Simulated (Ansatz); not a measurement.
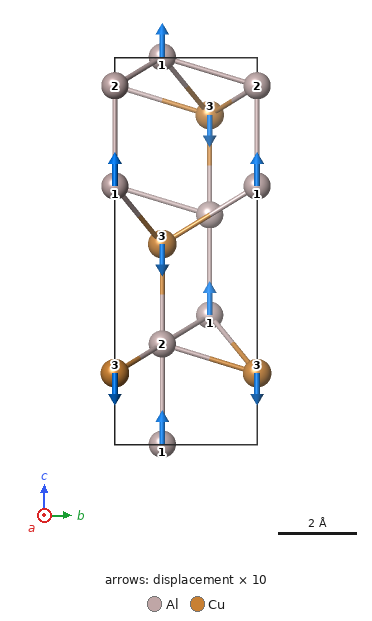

A relaxation of crystalline Al2Cu (a generated structure, set up in R3m). The starting structure is drawn; blue arrows show the displacements (the part carried along by the change of the cell is left out), 10 times their true length.

Style: ball-and-stick. Shown: the conventional cell (3 times the calculation's cell), along the a axis. Lengths and directions refer to the drawn axes.

Level of theory: Ansatz 0.2.0, DFT PBE, scalar-relativistic, plane waves, PAW.

The input:
```yaml
crystal:
  lattice:
    - [2.1294149164, 1.2294182752, 3.3483370987]
    - [-2.1294149164, 1.2294182752, 3.3483370987]
    - [0.0, -2.4588365504, 3.3483370987]
  atoms:
    - { symbol: Al, position: [0.6682574898, 0.6682574898, 0.6682574898] }
    - { symbol: Al, position: [0.9272391293, 0.9272391293, 0.9272391293] }
    - { symbol: Cu, position: [0.184997491, 0.184997491, 0.184997491] }
basis:
  ecutwfc: 420
kpoints:
  mp_grid: { grid: [12, 12, 12] }
hamiltonian:
  xc: pbe
scf:
  occupations: { method: gaussian, width: 0.1 }
output:
  forces: true
  stress: true
  eigenvalues: true
relax:
  adjacent_minimum: "off"
  f_tol: 0.01
  max_steps: 80
  cell: { stress_tol: 0.05 }
```

Run as
```bash
ansatz run input.yaml --threads 1 --pin off --max-ram 2560MiB --backend cpu --events-out ev --progress --plain --runs-dir out
```

Q: What happened in the run?

A: The atom that moves furthest relative to the cell is Al1 (0.089 Å along +c). By element the largest moves are Al 0.089 Å, Cu 0.084 Å. The drawn cell changes as follows: a = b 4.259 → 4.201 Å (−1.4 %), c 10.045 → 10.293 Å (+2.5 %); the volume changes by −0.3 %. Some distances before and after: Al1–Cu3 2.883 → 2.971 Å, Al1–Al2 2.601 → 2.573 Å, Al2–Cu3 2.589 → 2.573 Å. The space group (tolerance 0.01 Å) goes from R3m (No. 160) to F-43m (No. 216). After 4 accepted moves (5 points after the start) the energy has fallen by 1.1 meV per atom. The largest force component goes from 0.034 to 0.001 eV/Å. The pressure goes from −0.16 to 0.00 GPa. The SCF was repeated once at an unchanged geometry on a basis and grid sized afresh for the cell, which shifted the energy by less than 0.05 meV per atom at most. Cost: 66 s on 1 thread of Intel(R) Xeon(R) Platinum 8488C (Sapphire Rapids) (shared host), peak memory 0.52 GiB.
